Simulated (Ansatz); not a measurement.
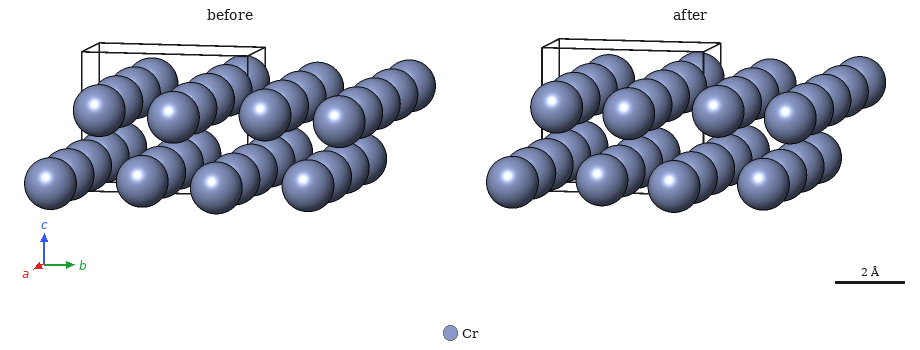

The structure of a crystal of Cr (set up in Cmcm) before (left) and after (right) a relaxation, at one scale.

A spheres-only model of the conventional cell (2 times the calculation's cell), repeated 4 × 2 × 1 with one cell outlined, seen slightly off an axis. Lengths and directions refer to the drawn axes.

Computed with DFT PBEsol, scalar-relativistic, plane waves, PAW in Ansatz. Settings: plane-wave cutoff 420 eV; k-point mesh 20 × 20 × 10; occupations gaussian; smearing width 0.1 eV; no spin polarisation; cell and atoms relaxed; force threshold 0.005 eV/Å; at most 80 steps.

> Summarise the run.

Over 6 accepted moves (8 points after the start) the energy falls by 22.1 meV per cell of the calculation. The largest force component goes from 0.16 to 0.0005 eV/Å. The pressure goes from −1.88 to −0.01 GPa. The SCF was repeated twice at an unchanged geometry on a basis and grid sized afresh for the cell, which shifted the energy by 0.1 meV per cell of the calculation at most. The largest moves relative to the cell, 0.052 Å, are those of Cr atoms. The drawn cell changes as follows: a 2.294 → 2.269 Å (−1.1 %), b 4.934 → 4.807 Å (−2.6 %), c 4.064 → 4.184 Å (+2.9 %); the volume changes by −0.8 %. Near-neighbour distances that change, for instance: Cr–Cr 2.400 → 2.489 Å, Cr–Cr 2.721 → 2.658 Å, Cr–Cr 2.294 → 2.269 Å, Cr–Cr 2.619 → 2.603 Å. The space group stays Cmcm (No. 63).
